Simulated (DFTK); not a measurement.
```
CELL_PARAMETERS angstrom
3.99980 0.00000 0.00000
0.00000 3.99980 0.00000
0.00000 0.00000 4.01800
ATOMIC_POSITIONS crystal
Ba 0.00000 0.00000 0.00000
Ti 0.50000 0.50000 0.49000
O 0.00000 0.50000 0.51700
O 0.50000 0.00000 0.51700
O 0.50000 0.50000 0.01900
```

Space group P4mm; not relaxed (largest force 0.4 eV/Å); computed pressure about −4 GPa in this cell.

Computed with Kohn-Sham DFT of a periodic cell, PBEsol, dojo.nc.sr.PBEsol.v0_4_1.standard.upf in DFTK.

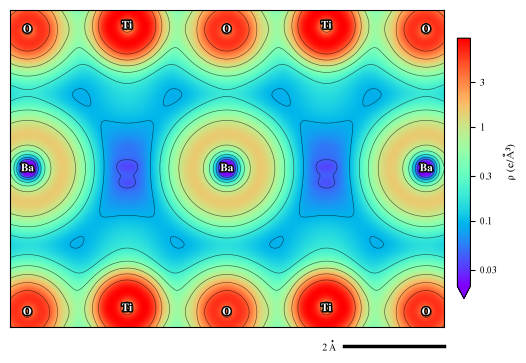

BaTiO3. Valence pseudo-density on the (101) plane of the conventional cell.

Core electrons are replaced by pseudopotentials, and the valence fields are smoothed inside the atomic spheres.

Question: Interpret the plot.

Answer: The plane passes through Ba, Ti and O nuclei.
Ba–O (2.79 Å): ρ is about 0.21 e/Å³ halfway.
Ti–O (2.00 Å): the density is about 0.59 e/Å³ at the midpoint.
Ba–O (2.88 Å): ρ at the midpoint is about 0.18 e/Å³.
Between the atoms the lowest density in this plane is 0.03 e/Å³.

Question: Metal or insulator at this level of theory?

Answer: It is gapped, with a Kohn–Sham gap of 1.9 eV on the k-point mesh (the band edges may lie off the mesh, which would make the gap smaller).
